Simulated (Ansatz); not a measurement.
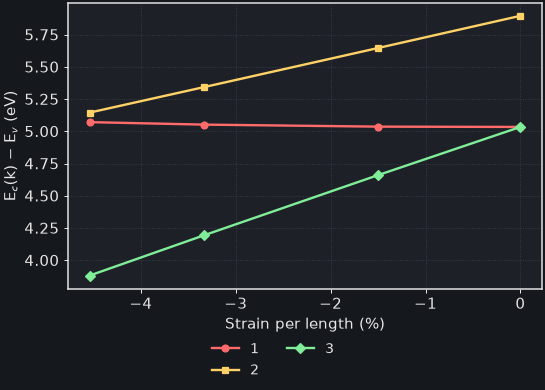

Lowest conduction level at each named k point, counted from the valence-band top at Γ. The curves are numbered.

System: diamond-type C, space group Fd-3m (No. 227), 2 atoms in the primitive cell, relaxed with r2SCAN; unstrained, cubic a = 3.560 Å. The cell is strained along x with the other two lengths held; symmetry fixes the atoms. Points keep the names of the unstrained cell; those that the strain makes unlike carry their directions on the cubic axes x, y, z. Ansatz; r2SCAN, Ansatz PAW set, no spin polarisation, no spin-orbit coupling, 12×12×12 k mesh, 500 eV cutoff, fixed occupations.

> Which curve belongs to which k point: X [010]/[001], X [100] and Γ?

1 is X [010]/[001]; 2 is Γ; 3 is X [100]. X [100] rises by 1.15 eV, X [010]/[001] falls by 0.04 eV and Γ rises by 0.76 eV.

> How does the strain split the X points of the conduction band?

Unstrained, the X points are equivalent. At −4.54 % the lowest conduction level is 3.88 eV at X [100] and 5.07 eV at X [010]/[001] above the valence top, a splitting of 1.19 eV, or 262 meV for each 1 % of strain on average.

The smallest gap over all k points computed is 3.24, 3.55, 3.98 and 4.36 eV in turn; it lies up to 0.68 eV under the lowest value plotted. The strain splits the threefold valence top at Γ, and levels count from its highest part. The PAW data sets were made with another functional. LDA, GGA and most meta-GGA functionals understate gaps. The cell was built by a generator and needn't be a form met in nature. Diamond is metastable; the stable form of carbon is graphite.
